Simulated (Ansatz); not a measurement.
# Geometry relaxation of Ti (part 4 of 4)

Ti (slab, 27 atoms in the cell); DFT PBE, scalar-relativistic, plane waves, PAW, no spin polarisation (Ansatz 0.2.0); cutoff 420 eV, 2×10×1 k-mesh, Gaussian smearing of 0.1 eV. The structure derives from an entry of the Crystallography Open Database. The input holds or restrains some coordinates. It belongs to a series of runs on one base structure; here: stripe of 3 of 6 rows, two steps.

## Trajectory as extended XYZ, continued
```
27
Lattice="19.5330 0.0000 0.0000 0.0000 3.2555 0.0000 0.0000 0.0000 18.5110" Properties=species:S:1:pos:R:3:forces:R:3 step=5 energy=-67475.36931
Ti    0.0000    0.0000    1.5000   -0.0498   0.0000   0.2873
Ti    1.6278    1.6278    3.1278   -0.6723   0.0000  -0.1101
Ti    3.2555    0.0000    1.5000    0.0000   0.0000   0.5310
Ti    4.8833    1.6278    3.1278    0.6723   0.0000  -0.1101
Ti    6.5110    0.0000    1.5000    0.0498   0.0000   0.2873
Ti    8.1388    1.6278    3.1278   -0.2582   0.0000  -0.6729
Ti    9.7665    0.0000    1.5000    0.0177   0.0000   0.5205
Ti   11.3943    1.6278    3.1278   -0.2723   0.0000  -0.4344
Ti   13.0220    0.0000    1.5000    0.0000   0.0000   0.5444
Ti   14.6498    1.6278    3.1278    0.2723   0.0000  -0.4344
Ti   16.2775    0.0000    1.5000   -0.0177   0.0000   0.5205
Ti   17.9053    1.6278    3.1278    0.2582   0.0000  -0.6729
Ti   -0.2437    0.0000    4.8467    0.1944   0.0000  -0.1103
Ti    1.6146    1.6278    6.0563   -0.0837   0.0000  -0.1712
Ti    3.2555    0.0000    4.5659    0.0000   0.0000   0.1181
Ti    4.8964    1.6278    6.0563    0.0837   0.0000  -0.1712
Ti    6.7547    0.0000    4.8467   -0.1944   0.0000  -0.1103
Ti    8.2865    1.6278    6.4133    0.0833   0.0000   0.1786
Ti    9.7484    0.0000    4.6935    0.2049   0.0000   0.0391
Ti   11.4352    1.6278    6.1530    0.0360   0.0000  -0.0289
Ti   13.0220    0.0000    4.6250    0.0000   0.0000  -0.0286
Ti   14.6088    1.6278    6.1530   -0.0360   0.0000  -0.0289
Ti   16.2957    0.0000    4.6935   -0.2049   0.0000   0.0391
Ti   17.7575    1.6278    6.4133   -0.0833   0.0000   0.1786
Ti    0.1674    0.0000    7.6676   -0.0346   0.0000  -0.0470
Ti    3.2555    0.0000    7.5903    0.0000   0.0000  -0.0663
Ti    6.3436    0.0000    7.6676    0.0346   0.0000  -0.0470
27
Lattice="19.5330 0.0000 0.0000 0.0000 3.2555 0.0000 0.0000 0.0000 18.5110" Properties=species:S:1:pos:R:3:forces:R:3 step=7 energy=-67475.39884
Ti    0.0000    0.0000    1.5000   -0.0511   0.0000   0.2878
Ti    1.6278    1.6278    3.1278   -0.6606   0.0000  -0.1612
Ti    3.2555    0.0000    1.5000    0.0000   0.0000   0.4776
Ti    4.8833    1.6278    3.1278    0.6606   0.0000  -0.1612
Ti    6.5110    0.0000    1.5000    0.0511   0.0000   0.2878
Ti    8.1388    1.6278    3.1278   -0.0242   0.0000  -0.6343
Ti    9.7665    0.0000    1.5000    0.0035   0.0000   0.5362
Ti   11.3943    1.6278    3.1278   -0.0741   0.0000  -0.4843
Ti   13.0220    0.0000    1.5000    0.0000   0.0000   0.5364
Ti   14.6498    1.6278    3.1278    0.0741   0.0000  -0.4843
Ti   16.2775    0.0000    1.5000   -0.0035   0.0000   0.5362
Ti   17.9053    1.6278    3.1278    0.0242   0.0000  -0.6343
Ti   -0.2669    0.0000    4.8159    0.1020   0.0000   0.0620
Ti    1.5724    1.6278    5.9914   -0.0244   0.0000  -0.0734
Ti    3.2555    0.0000    4.5856    0.0000   0.0000   0.1167
Ti    4.9386    1.6278    5.9914    0.0244   0.0000  -0.0734
Ti    6.7780    0.0000    4.8159   -0.1020   0.0000   0.0620
Ti    8.3456    1.6278    6.4048   -0.0567   0.0000   0.0750
Ti    9.8339    0.0000    4.7221   -0.0018   0.0000  -0.0012
Ti   11.4763    1.6278    6.2419   -0.0475   0.0000  -0.1194
Ti   13.0220    0.0000    4.6734    0.0000   0.0000  -0.0158
Ti   14.5678    1.6278    6.2419    0.0475   0.0000  -0.1194
Ti   16.2101    0.0000    4.7221    0.0018   0.0000  -0.0012
Ti   17.6984    1.6278    6.4048    0.0567   0.0000   0.0750
Ti    0.1277    0.0000    7.6225    0.0119   0.0000  -0.0518
Ti    3.2555    0.0000    7.5031    0.0000   0.0000   0.0140
Ti    6.3833    0.0000    7.6225   -0.0119   0.0000  -0.0518
27
Lattice="19.5330 0.0000 0.0000 0.0000 3.2555 0.0000 0.0000 0.0000 18.5110" Properties=species:S:1:pos:R:3:forces:R:3 step=8 energy=-67475.41630
Ti    0.0000    0.0000    1.5000   -0.0516   0.0000   0.2824
Ti    1.6278    1.6278    3.1278   -0.6276   0.0000  -0.1477
Ti    3.2555    0.0000    1.5000    0.0000   0.0000   0.4585
Ti    4.8833    1.6278    3.1278    0.6276   0.0000  -0.1477
Ti    6.5110    0.0000    1.5000    0.0516   0.0000   0.2824
Ti    8.1388    1.6278    3.1278   -0.1276   0.0000  -0.6439
Ti    9.7665    0.0000    1.5000    0.0000   0.0000   0.5183
Ti   11.3943    1.6278    3.1278   -0.2770   0.0000  -0.4877
Ti   13.0220    0.0000    1.5000    0.0000   0.0000   0.5400
Ti   14.6498    1.6278    3.1278    0.2770   0.0000  -0.4877
Ti   16.2775    0.0000    1.5000    0.0000   0.0000   0.5183
Ti   17.9053    1.6278    3.1278    0.1276   0.0000  -0.6439
Ti   -0.2629    0.0000    4.8298    0.0137   0.0000  -0.0472
Ti    1.5671    1.6278    5.9790    0.0223   0.0000  -0.0391
Ti    3.2555    0.0000    4.6211    0.0000   0.0000  -0.0258
Ti    4.9439    1.6278    5.9790   -0.0223   0.0000  -0.0391
Ti    6.7739    0.0000    4.8298   -0.0137   0.0000  -0.0472
Ti    8.3124    1.6278    6.4509    0.0497   0.0000   0.0174
Ti    9.7974    0.0000    4.7219   -0.0729   0.0000  -0.0225
Ti   11.4720    1.6278    6.1537    0.0156   0.0000   0.0217
Ti   13.0220    0.0000    4.5915    0.0000   0.0000   0.0108
Ti   14.5721    1.6278    6.1537   -0.0156   0.0000   0.0217
Ti   16.2466    0.0000    4.7219    0.0729   0.0000  -0.0225
Ti   17.7316    1.6278    6.4509   -0.0497   0.0000   0.0174
Ti    0.1709    0.0000    7.6297   -0.0503   0.0000   0.0216
Ti    3.2555    0.0000    7.4896    0.0000   0.0000   0.0694
Ti    6.3401    0.0000    7.6297    0.0503   0.0000   0.0216
27
Lattice="19.5330 0.0000 0.0000 0.0000 3.2555 0.0000 0.0000 0.0000 18.5110" Properties=species:S:1:pos:R:3:forces:R:3 step=10 energy=-67475.41924
Ti    0.0000    0.0000    1.5000   -0.0514   0.0000   0.2820
Ti    1.6278    1.6278    3.1278   -0.6315   0.0000  -0.1492
Ti    3.2555    0.0000    1.5000    0.0000   0.0000   0.4608
Ti    4.8833    1.6278    3.1278    0.6315   0.0000  -0.1492
Ti    6.5110    0.0000    1.5000    0.0514   0.0000   0.2820
Ti    8.1388    1.6278    3.1278   -0.1456   0.0000  -0.6735
Ti    9.7665    0.0000    1.5000    0.0025   0.0000   0.5164
Ti   11.3943    1.6278    3.1278   -0.2861   0.0000  -0.4763
Ti   13.0220    0.0000    1.5000    0.0000   0.0000   0.5422
Ti   14.6498    1.6278    3.1278    0.2861   0.0000  -0.4763
Ti   16.2775    0.0000    1.5000   -0.0025   0.0000   0.5164
Ti   17.9053    1.6278    3.1278    0.1456   0.0000  -0.6735
Ti   -0.2603    0.0000    4.8255   -0.0047   0.0000  -0.0169
Ti    1.5691    1.6278    5.9778    0.0170   0.0000   0.0140
Ti    3.2555    0.0000    4.6180    0.0000   0.0000   0.0038
Ti    4.9420    1.6278    5.9778   -0.0170   0.0000   0.0140
Ti    6.7713    0.0000    4.8255    0.0047   0.0000  -0.0169
Ti    8.3217    1.6278    6.4496    0.0113   0.0000   0.0083
Ti    9.7869    0.0000    4.7162   -0.0004   0.0000  -0.0014
Ti   11.4704    1.6278    6.1522   -0.0009   0.0000   0.0045
Ti   13.0220    0.0000    4.5948    0.0000   0.0000  -0.0080
Ti   14.5736    1.6278    6.1522    0.0009   0.0000   0.0045
Ti   16.2572    0.0000    4.7162    0.0004   0.0000  -0.0014
Ti   17.7223    1.6278    6.4496   -0.0113   0.0000   0.0083
Ti    0.1555    0.0000    7.6292   -0.0048   0.0000   0.0062
Ti    3.2555    0.0000    7.5040    0.0000   0.0000  -0.0271
Ti    6.3555    0.0000    7.6292    0.0048   0.0000   0.0062
27
Lattice="19.5330 0.0000 0.0000 0.0000 3.2555 0.0000 0.0000 0.0000 18.5110" Properties=species:S:1:pos:R:3:forces:R:3 step=11 energy=-67475.41942
Ti    0.0000    0.0000    1.5000   -0.0510   0.0000   0.2830
Ti    1.6278    1.6278    3.1278   -0.6335   0.0000  -0.1455
Ti    3.2555    0.0000    1.5000    0.0000   0.0000   0.4590
Ti    4.8833    1.6278    3.1278    0.6335   0.0000  -0.1455
Ti    6.5110    0.0000    1.5000    0.0510   0.0000   0.2830
Ti    8.1388    1.6278    3.1278   -0.1457   0.0000  -0.6787
Ti    9.7665    0.0000    1.5000    0.0025   0.0000   0.5157
Ti   11.3943    1.6278    3.1278   -0.2891   0.0000  -0.4761
Ti   13.0220    0.0000    1.5000    0.0000   0.0000   0.5433
Ti   14.6498    1.6278    3.1278    0.2891   0.0000  -0.4761
Ti   16.2775    0.0000    1.5000   -0.0025   0.0000   0.5157
Ti   17.9053    1.6278    3.1278    0.1457   0.0000  -0.6787
Ti   -0.2616    0.0000    4.8255   -0.0029   0.0000  -0.0031
Ti    1.5695    1.6278    5.9797    0.0024   0.0000  -0.0043
Ti    3.2555    0.0000    4.6184    0.0000   0.0000   0.0008
Ti    4.9415    1.6278    5.9797   -0.0024   0.0000  -0.0043
Ti    6.7726    0.0000    4.8255    0.0029   0.0000  -0.0031
Ti    8.3257    1.6278    6.4525   -0.0039   0.0000   0.0001
Ti    9.7864    0.0000    4.7161    0.0015   0.0000   0.0031
Ti   11.4703    1.6278    6.1522    0.0036   0.0000  -0.0006
Ti   13.0220    0.0000    4.5936    0.0000   0.0000  -0.0026
Ti   14.5738    1.6278    6.1522   -0.0036   0.0000  -0.0006
Ti   16.2577    0.0000    4.7161   -0.0015   0.0000   0.0031
Ti   17.7183    1.6278    6.4525    0.0039   0.0000   0.0001
Ti    0.1525    0.0000    7.6307   -0.0013   0.0000   0.0031
Ti    3.2555    0.0000    7.4998    0.0000   0.0000   0.0065
Ti    6.3585    0.0000    7.6307    0.0013   0.0000   0.0031
```

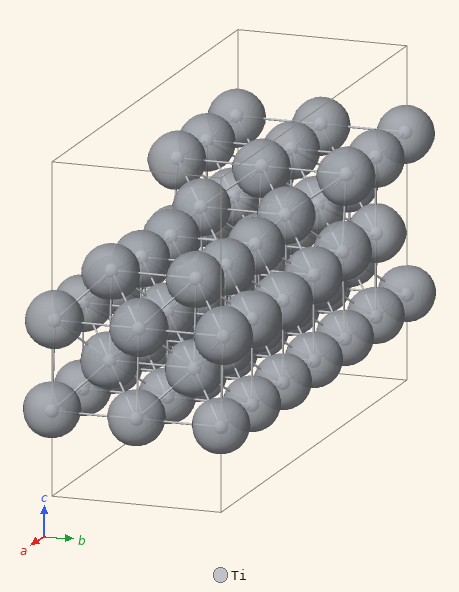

**Figure 1.** Isosurface of the valence charge density (pseudo) at 0.3 e/Å³ (grey), seen slightly off an axis. Sticks mark near contacts. At this value the density breaks into separate islands; it holds about 80 % of the electrons treated as valence (semicore included). It is pinched off along the Ti–Ti (2.71 Å), Ti–Ti (2.78 Å), Ti–Ti (2.82 Å) and Ti–Ti (2.88 Å) contacts. On the grid the lowest density along these lines, outside the cores, is 0.22 e/Å³ (Ti–Ti, 2.71 Å), 0.21 e/Å³ (Ti–Ti, 2.78 Å), 0.2 e/Å³ (Ti–Ti, 2.82 Å) and 0.23 e/Å³ (Ti–Ti, 2.88 Å). Core electrons are frozen (PAW), so the fields are smoothed inside the atomic spheres.

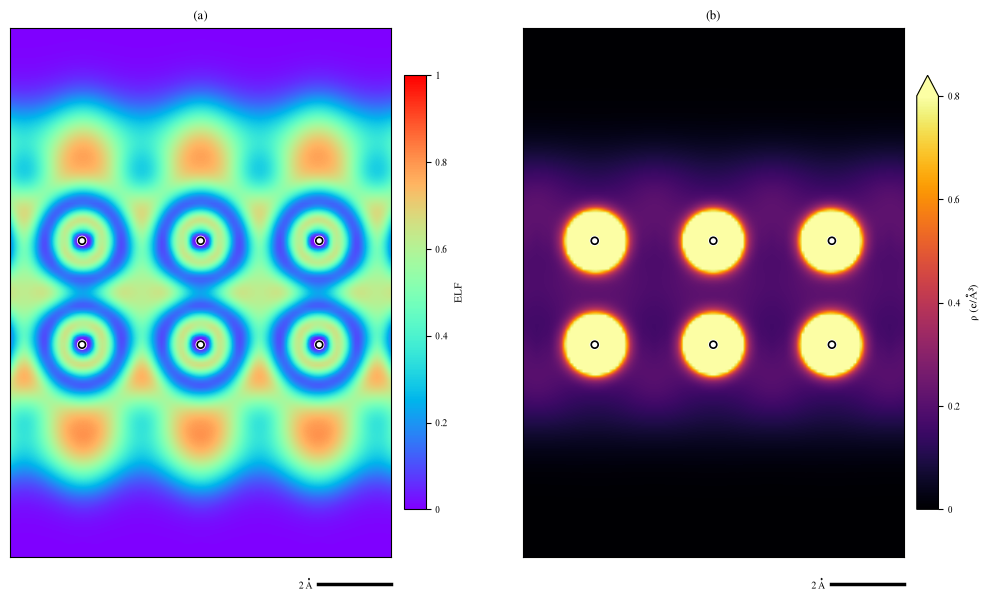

**Figure 2.** (a) ELF; (b) valence electron density on the (100) plane of the calculation cell, a cut from vacuum to vacuum. Circles mark the nuclei in the plane (Ti). Atoms in the plane: Ti. Ti–Ti (2.85 Å): ρ is about 0.21 e/Å³ halfway; the ELF is about 0.20 at the midpoint; no localised pair between them. The density dies away to nearly zero in the vacuum. The strong features right at Ti lie inside the PAW spheres (semicore, d or f shells) and say nothing about bonding.

The run was set up as follows.

## The input
```yaml
crystal:
  lattice:
    - [19.533033156, 0.0, 0.0]
    - [0.0, 3.255505526, 0.0]
    - [0.0, 0.0, 18.511011052]
  atoms:
    - { symbol: Ti, position: [0.0, 0.0, 0.081032851] }
    - { symbol: Ti, position: [0.0833333333, 0.5, 0.168967149] }
    - { symbol: Ti, position: [0.1666666667, 0.0, 0.081032851] }
    - { symbol: Ti, position: [0.25, 0.5, 0.168967149] }
    - { symbol: Ti, position: [0.3333333333, 0.0, 0.081032851] }
    - { symbol: Ti, position: [0.4166666667, 0.5, 0.168967149] }
    - { symbol: Ti, position: [0.5, 0.0, 0.081032851] }
    - { symbol: Ti, position: [0.5833333333, 0.5, 0.168967149] }
    - { symbol: Ti, position: [0.6666666667, 0.0, 0.081032851] }
    - { symbol: Ti, position: [0.75, 0.5, 0.168967149] }
    - { symbol: Ti, position: [0.8333333333, 0.0, 0.081032851] }
    - { symbol: Ti, position: [0.9166666667, 0.5, 0.168967149] }
    - { symbol: Ti, position: [0.0, 0.0, 0.2569014471] }
    - { symbol: Ti, position: [0.0833333333, 0.5, 0.3448357451] }
    - { symbol: Ti, position: [0.1666666667, 0.0, 0.2569014471] }
    - { symbol: Ti, position: [0.25, 0.5, 0.3448357451] }
    - { symbol: Ti, position: [0.3333333333, 0.0, 0.2569014471] }
    - { symbol: Ti, position: [0.4166666667, 0.5, 0.3448357451] }
    - { symbol: Ti, position: [0.5, 0.0, 0.2569014471] }
    - { symbol: Ti, position: [0.5833333333, 0.5, 0.3448357451] }
    - { symbol: Ti, position: [0.6666666667, 0.0, 0.2569014471] }
    - { symbol: Ti, position: [0.75, 0.5, 0.3448357451] }
    - { symbol: Ti, position: [0.8333333333, 0.0, 0.2569014471] }
    - { symbol: Ti, position: [0.9166666667, 0.5, 0.3448357451] }
    - { symbol: Ti, position: [0.0, 0.0, 0.4327700432] }
    - { symbol: Ti, position: [0.1666666667, 0.0, 0.4327700432] }
    - { symbol: Ti, position: [0.3333333333, 0.0, 0.4327700432] }
basis:
  ecutwfc: 420
kpoints:
  mp_grid: { grid: [2, 10, 1] }
hamiltonian:
  xc: pbe
scf:
  occupations: { method: gaussian, width: 0.1 }
output:
  forces: true
  eigenvalues: true
  populations: true
  write_density: true
  write_potential: true
  elf: true
  volumetric_format: npy
relax:
  adjacent_minimum: "off"
  f_tol: 0.02
  max_steps: 45
  constraints: [{ sites: [0, 1, 2, 3, 4, 5, 6, 7, 8, 9, 10, 11] }]
efield:
  axis: 3
  dipole_correction: true
  ramp_width: 0.04
```

Run as:
```bash
ansatz run input.yaml --threads 4 --pin off --max-ram 9216MiB --backend cpu --events-out ev --progress --plain --runs-dir out
```

## Results in brief

- outcome: converged under the restraints of the input
- electrons treated: 324
- free energy: −67475.4194 eV
- Fermi energy: 3.354 eV
- gap on the k-point mesh: none (metallic)
- final volume: 1177.11 Å³
- largest force (length of the vector) at the end, held atoms and coordinates included: 0.694 eV/Å
- hardware: 4 threads of Intel Xeon (Granite Rapids), 144 GiB of memory available, shared host
- wall time: 13 min (CPU time 48 min)
- peak memory: 5 GiB

## Notes

Warnings of the run: the density in the vacuum is higher than it should be, so vacuum levels may be off; the exchange-correlation potential is rough where the density is thin.
